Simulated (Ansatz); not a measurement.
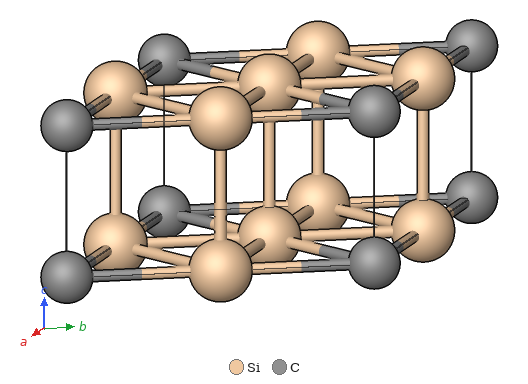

An orthographic ball-and-stick view of the structure, slightly off an axis. The conventional unit cell is outlined; an atom on or near a face, edge or corner is repeated at each equivalent position. Cell: a = 4.91 Å, b = 4.91 Å, c = 2.43 Å, α = 90.00°, β = 90.00°, γ = 120.00°.

Provenance: a random cell made by a generator, so it need not be a real form of the compound. Earlier steps of the study may have refined or changed the cell and positions. A calculation with Ansatz used it as input.

Q: Explain the picture.

A: The solid is Si3C. It is primitive hexagonal, space group P6/mmm (No. 191). Counting shared atoms by their share gives 3 Si, 1 C, or 4 atoms. Si is coordinated by six Si and two C (about 2.4 Å to Si, 2.5 Å to C). Around each C lie six Si at about 2.5 Å. The bonds build a three-dimensional framework.

Results below were computed with DFT PBE, scalar-relativistic, plane waves, PAW (Ansatz 0.2.0); the settings were cutoff 420 eV, k-grid 12×12×18, Gaussian smearing of 0.1 eV, no spin polarisation.

Q: Does it come out as a metal, or with a gap?

A: A metal: bands cross the Fermi level.

Q: Predict the Bader charges.

A: Si +0.28 e; C -0.83 e.

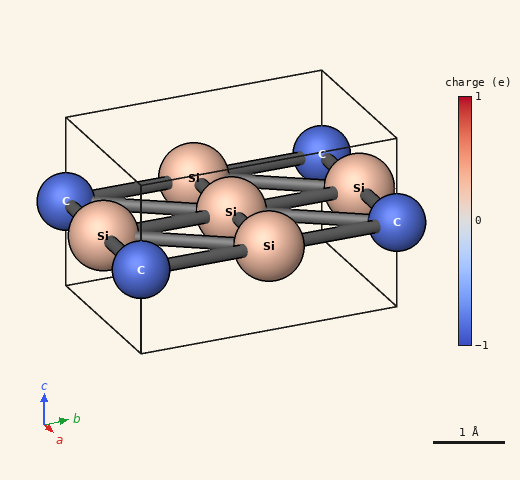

The atoms coloured by those charges. The run's cell of 4 atoms is drawn, so axes and origin can differ from the first picture.

Q: Has the structure come to rest?

A: Yes. All forces vanish to within 0.01 eV/Å. The pressure is 0.0 GPa, close to zero.
